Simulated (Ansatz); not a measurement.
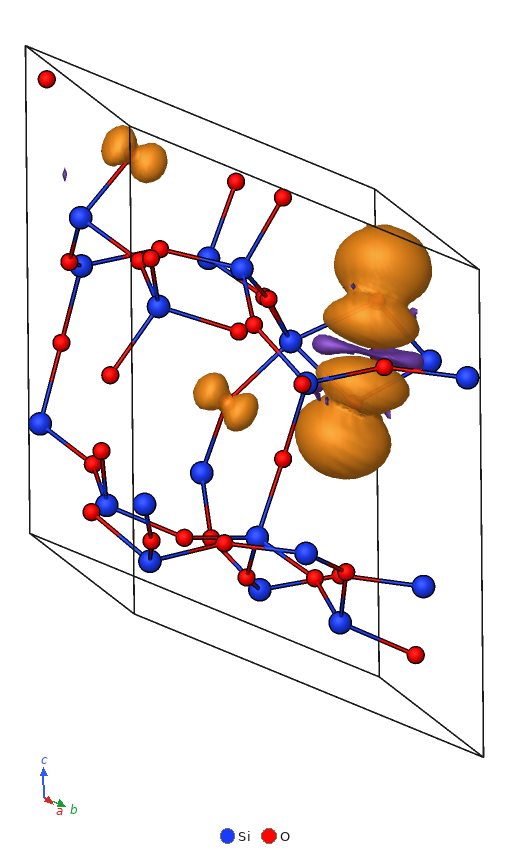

The picture shows: Si$_{16}$O$_{33}$ (cell charge −1, with a compensating background) (cell with a defect). Isosurfaces of the spin density at +0.008 (orange) and −0.008 e/Å³ (purple), seen at an oblique angle. Sticks mark near contacts.

Spin-polarised.

Theory: DFT PBE, scalar-relativistic, plane waves, PAW in Ansatz 0.2.0.

Si$_{16}$O$_{33}$ (cell charge −1, with a compensating background) (cell with a defect), 49 atoms, a = 10.10 Å, b = 10.10 Å, c = 10.10 Å, α = 90.72°, β = 119.58°, γ = 119.58°.

Where is the spin, and how is it ordered?

The spin density sits on O: +0.4 μB (×2) in one cell of 49 atoms: parallel main moments (a ferromagnetic arrangement) in this solution. The cell of the calculation (49 atoms) carries 1.0 μB of net spin moment.
